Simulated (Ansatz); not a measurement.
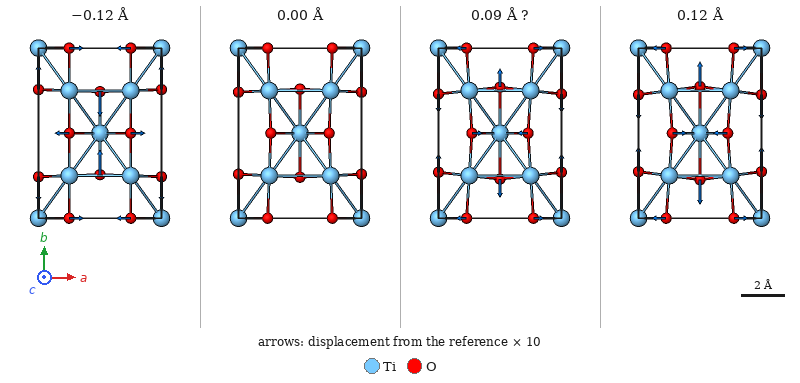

A scan of crystalline Ti3O4 (Cmmm): a normal mode at the zone centre is frozen in with the cell fixed, the amplitude being the largest displacement of an atom. The picture is a ball-and-stick view of the conventional cell (2 times the calculation's cell), repeated 1 × 1 × 1 with one cell outlined, seen along the c axis. Blue arrows: displacements from the reference. Lengths and directions refer to the drawn axes.

Level of theory: Ansatz 0.2.0, DFT PBEsol, scalar-relativistic, plane waves, PAW. (plane-wave cutoff 420 eV; k-point mesh 8 × 8 × 14; occupations gaussian; smearing width 0.15 eV; no spin polarisation). Energies (free energies at the smearing named) are counted from the relaxed crystal.

| largest displacement (Å) | ΔE (meV/cell) |
| --- | --- |
| −0.120 | 215.6 |
| −0.090 | 118.1 |
| −0.060 | 50.9 |
| −0.030 | 12.0 |
| 0.000 | 0.0 |
| 0.030 | 13.8 |
| 0.060 | 52.5 |
| 0.090 | ? |
| 0.105 | 155.5 |
| 0.120 | 201.5 |

### Estimate the missing energy from the other rows, and compare with the calculation.

A straight line between the two neighbours gives 121.2 meV/cell. A cubic through the four nearest rows (0.030, 0.060, 0.105, 0.120) gives, with Lagrange weights, (−0.0667)(13.8) + (0.3333)(52.5) + (1.0667)(155.5) + (−0.3333)(201.5) = 115.3 meV/cell. The calculation gives 115.2 meV/cell, so the cubic is 0.1 meV/cell too high and the straight line 6.0 meV/cell too high, as the curve bends upwards here.

The whole profile:

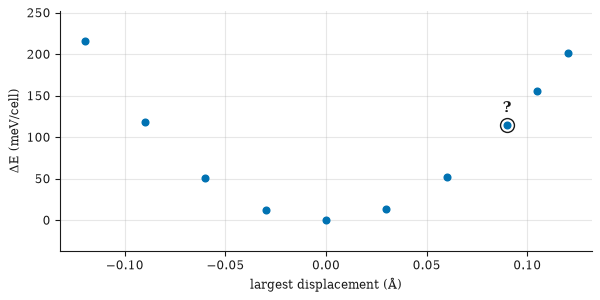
